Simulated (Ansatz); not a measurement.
# Energy of LiH along a strain of the cell

System: LiH (I4/mmm, 2 atoms in the cell).
Method: DFT, r2SCAN, PAW with Ansatz's default frozen-core files, scalar-relativistic; levels at fixed fractional wave vectors of a strained or displaced cell, no spin polarisation (Ansatz 0.2.0).

The 6 runs differ only in the geometry, by a strain of the cell at fixed fractional positions. Against run 4, the strain is εxx = η, εyy = η and εzz = −0.31 η. The structure derives from an entry of the Crystallography Open Database.

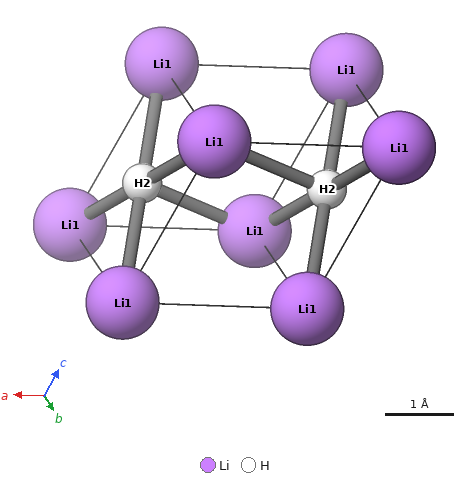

Figure 1. The structure of run 4 (ball-and-stick view of the reduced cell, seen at an oblique angle; atoms are numbered from 1 in the order of the input).

**Input of run 4**
```yaml
crystal:
  lattice:
    - [2.01233847483, 2.01233847483, 0.0]
    - [-2.01233847483, 2.01233847483, 0.0]
    - [0.0, 2.01233847483, 1.9997692842]
  atoms:
    - { symbol: Li, position: [0.0, 0.0, 0.0] }
    - { symbol: H, position: [0.5, 0.5, 0.0] }
kpoints:
  mp_grid: { grid: [10, 10, 10] }
scf:
  occupations: { method: fixed }
  convergence: { dr2_threshold: 1.0e-10 }
hamiltonian:
  xc: r2scan
  pseudopotentials: { kind: paw }
output:
  forces: true
  stress: true
  eigenstates:
    kpoints:
      - [0.0, 0.0, 0.0]
      - [-0.5, 0.5, 0.0]
      - [-0.5, -0.5, -0.5]
      - [0.0, 0.0, -0.5]
      - [0.0, -0.5, -0.5]
      - [0.0, 0.5, 0.0]
      - [-0.5, 0.0, 0.0]
      - [-0.5, 0.0, -0.5]
  eigenvalues: true
```

Command:
```bash
ansatz run input.yaml --threads 1 --pin off --max-ram 3072MiB --backend cpu --events-out ev --progress --plain --runs-dir out
```

Run 5 differs from it as follows:
```diff
-    - [2.01233847483, 2.01233847483, 0.0]
-    - [-2.01233847483, 2.01233847483, 0.0]
-    - [0.0, 2.01233847483, 1.9997692842]
+    - [2.02235010903, 2.02235010903, 0.0]
+    - [-2.02235010903, 2.02235010903, 0.0]
+    - [0.0, 2.02235010903, 1.99667659665]
```

**Results, with one run withheld**

```csv
run,strain parameter η (%),"free energy per atom, from the lowest run given (meV)",pressure (GPa),gap on the mesh (eV)
1,−2.4858,2.00,1.38,3.29
2,−1.4922,0.49,0.66,3.46
3,−0.4940,0.00,0.02,3.63
4,0.0000,0.11,−0.29,3.57
5,0.4979,?,?,?
6,1.4943,1.71,−1.09,3.40
```

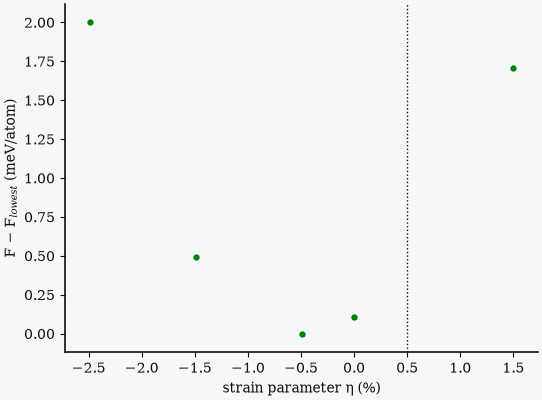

Figure 2. Free energy per atom of the runs given; the dotted line marks run 5.

Estimate the energy of run 5 from the others.

A cubic polynomial in the coordinate, fitted to the 5 runs given, misses them by under 0.01 meV per atom. With x = η + 0.5955, it reads F = 0.0060328 − 0.10202 x + 0.47316 x² − 0.016351 x³ (meV per atom). At run 5 it gives 0.44 meV per atom, and the run itself gives 0.43. The fit has its minimum at η = −0.4871 %. The gap on the mesh lies between 3.29 eV (run 1) and 3.63 eV (run 3); run 5 has 3.52 eV. These are gaps of this functional on this mesh, which can miss the band edges; they aren't the measured gap.

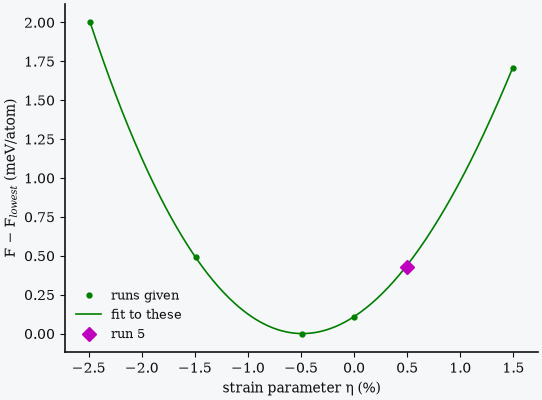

Figure 3. The fit and the withheld run.

**Output, shortened to warnings, some set-up lines, iterations and results (run 5)**
```
Basis set: ecut = 500 eV, 411 PW (Γ), exchange–correlation on 96×96×96 points (64 copies of the dense FFT grid, shifted against one another)
Symmetry: 16 space group operations
k-points: 102 of 1000
Initial density: superposition of atomic densities (neutral atoms: chi_scale 0, normalization atom), corrected by the library's trained network
[...]
SCF iter   1: F=—  HF=-221.976441 eV  |F-HF|=—  |Δ(HF+E_count)|=         —  Δρ=3.54e-3  dr2=1.50e-3  dr2_τ=2.02e-3  ethr=1.77e-3  ⟨swp⟩=3.9  Hψ=4440  notcnv=0  defer=172
SCF iter   2: F=—  HF=-222.014755 eV  |F-HF|=—  |Δ(HF+E_count)|=   3.83e-2  Δρ=2.90e-3  dr2=1.37e-3  dr2_τ=9.77e-6  ethr=3.75e-5  ⟨swp⟩=2.7  Hψ=1968  notcnv=0  defer=199
SCF iter   3: F=—  HF=-222.015312 eV  |F-HF|=—  |Δ(HF+E_count)|=   5.56e-4  Δρ=1.33e-3  dr2=2.44e-4  dr2_τ=5.27e-6  ethr=3.43e-5  ⟨swp⟩=2.0  Hψ=925  notcnv=0  defer=199
SCF iter   4: F=—  HF=-222.015309 eV  |F-HF|=—  |Δ(HF+E_count)|=   2.62e-6  Δρ=4.01e-4  dr2=2.03e-5  dr2_τ=5.10e-7  ethr=6.10e-6  ⟨swp⟩=2.2  Hψ=845  notcnv=0  defer=199
SCF iter   5: F=—  HF=-222.015309 eV  |F-HF|=—  |Δ(HF+E_count)|=   1.95e-7  Δρ=3.54e-5  dr2=2.12e-7  dr2_τ=1.52e-9  ethr=5.07e-7  ⟨swp⟩=2.2  Hψ=798  notcnv=0  defer=144
SCF iter   6: F=—  HF=-222.015309 eV  |F-HF|=—  |Δ(HF+E_count)|=   6.82e-7  Δρ=1.18e-5  dr2=2.35e-8  dr2_τ=1.73e-10  ethr=5.31e-9  ⟨swp⟩=1.8  Hψ=695  notcnv=0
SCF iter   7: F=—  HF=-222.015309 eV  |F-HF|=—  |Δ(HF+E_count)|=   6.68e-9  Δρ=3.05e-6  dr2=1.55e-9  dr2_τ=1.37e-11  ethr=5.87e-10  ⟨swp⟩=2.0  Hψ=714  notcnv=0
SCF iter   8: F=-222.015309 eV  HF=-222.015309 eV  |F-HF|=1.32e-11  |Δ(HF+E_count)|=  5.77e-10  Δρ=5.33e-7  dr2=4.72e-11  dr2_τ=4.36e-13  ethr=2.50e-12  ⟨swp⟩=3.0  Hψ=3237  …
SCF 1 converged in 8 iterations: F = -222.015309 eV  dr2 = 4.72e-11
NSCF: frozen V_eff on 8 k-points
SCF converged after 8 iterations
Free energy (F): -222.015309 eV
Harris-Foulkes:  -222.015309 eV  (|F-HF|=1.32e-11)
Internal energy: -222.015309 eV  (E = F + TS)
E sigma→0 (E₀):  -222.015309 eV
Fermi energy:    0.434649 eV
--- Per-component energies (eV) ---
  E_band       = -94.214143
  E_kinetic    = 36.162380
  E_local      = -125.438058  (includes V_loc(G=0)·N_el)
  E_nonlocal   = -31.784104
  E_hartree    = 35.121342
  E_xc         = -20.064661
  E_vxc        = -28.140745  (∫ρ·V_xc dr)
  E_paw        = -22.364839  (= ΣΔE_a)
  E_vpaw       = -16.648097  (= ΣTr[D̂ρ^β])
  E_aug_tail   = -0.000611  (compensation charges beyond the density's cutoff)
  E_vtau       = 1.392407  (kinetic-family band-sum trace: ∫τ·v_τ [+ j·A + Jᵃ·Aᵃ] dr)
  E_ewald      = -93.646759
  E_smearing   = -0.000000  (= −TS)
  E_closure    = 0.000000  (closes the sum)
  Σ components = -222.015309   (vs F -222.015309, Δ=0.00e0)
--- Forces (eV/Å), atoms counted from 1 ---
  atom   1  Li    -0.00000000     0.00000000     0.00000000
  atom   2  H      0.00000000    -0.00000000     0.00000000
  max |Σ_I F_I| component: 9.86e-32 eV/Å
--- Stress (GPa, compression-positive) ---
       -0.857624      -0.000000       0.000000
        0.000000      -0.857624       0.000000
        0.000000       0.000000       0.003535
  P = ⅓ Tr σ = -0.5706 GPa (-5.706 kbar)
```
